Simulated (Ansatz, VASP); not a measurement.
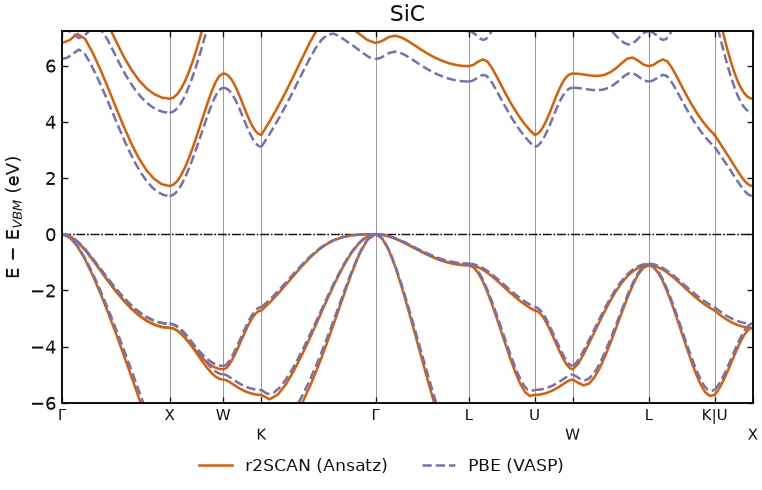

Band structures of zincblende SiC, space group F-43m, 2 atoms in the primitive cell (cubic a = 4.358 Å), by two methods on the same cell. Each is counted from its own valence-band top.

Question: How do the methods compare?

Answer: r2SCAN (Ansatz) gives a gap of 1.71 eV along the path and PBE (VASP) gives a gap of 1.36 eV along the path.

Settings. r2SCAN (Ansatz): Ansatz PAW, no spin polarisation, no spin-orbit coupling, 10×10×10 k mesh, 500 eV cutoff, Fermi-Dirac smearing of 0.05 eV (Ansatz). PBE (VASP): VASP PAW PBE potentials, release 64 (Si_GW, C_GW), no spin polarisation, no spin-orbit coupling, 10×10×10 k mesh, 900 eV cutoff, Fermi-Dirac smearing of 0.05 eV (VASP 6.6.1).

The two runs differ in program as well. LDA, GGA and most meta-GGA functionals understate gaps. r2SCAN (Ansatz): the PAW data sets were made with another functional.
